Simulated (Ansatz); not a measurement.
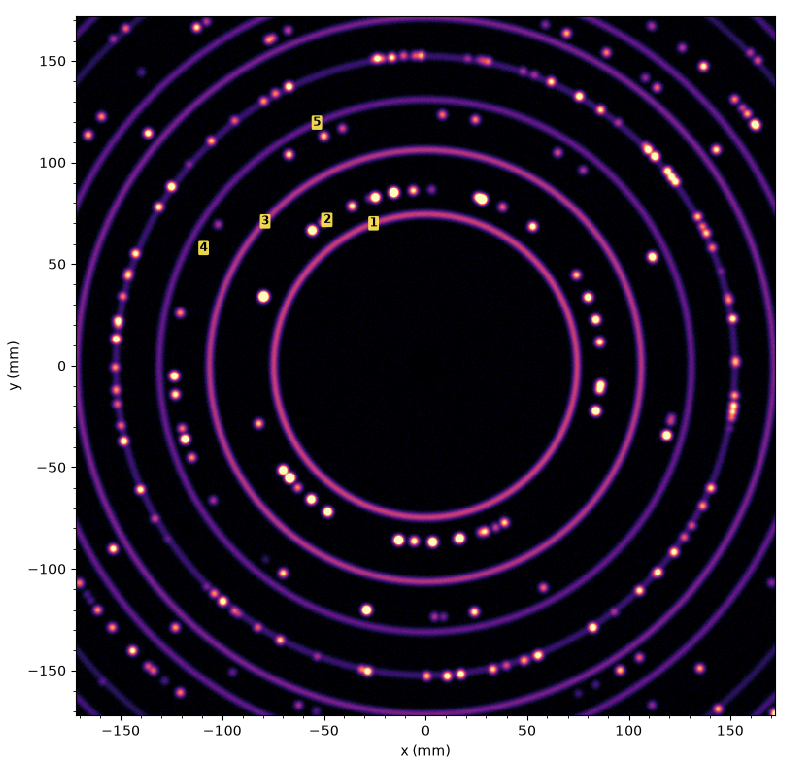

Simulated X-ray powder rings on a flat area detector normal to the beam: λ = 0.4133 Å, sample-to-detector distance 560 mm, axes in mm from the beam centre, for a mixture of two phases, one of them coarse-grained. Kinematic intensities with B = 0.3 Å² for all atoms, without absorption; brightness goes as intensity to the power 0.5, clipped at the top, with counting noise. Reflections closer than the ring width show as one ring.

Phase I: Sb (Pm-3m), a = 3.123 Å, b = 3.123 Å, c = 3.123 Å, α = 90.00°, β = 90.00°, γ = 90.00°; the geometry relaxed with DFT, revPBE, plane waves (420 eV) with PAW, scalar-relativistic (Ansatz 0.2.0); the starting structure was generated, so it need not be a known form of this composition.
Phase II: Sb (Im-3m), a = 3.812 Å, b = 3.812 Å, c = 3.812 Å, α = 90.00°, β = 90.00°, γ = 90.00°; the end point of a relaxation with DFT, revPBE, plane waves (420 eV) with PAW, scalar-relativistic in Ansatz; the starting structure was generated, so it need not be a known form of this composition.
Volume fractions 0.5 and 0.5.

**Assign each numbered ring to its phase and index it.**

```csv
ring,radius,d (Å),phase,hkl
1,74.6 mm,3.12,I,100
2,86.6 mm,2.70,II,110
3,106.2 mm,2.21,I,110
4,123.6 mm,1.906,II,200
5,131.0 mm,1.803,I,111
```

**Which phase is the coarse-grained one?**

Phase II (Sb, Im-3m): its rings are broken into spots, those of phase I are continuous.
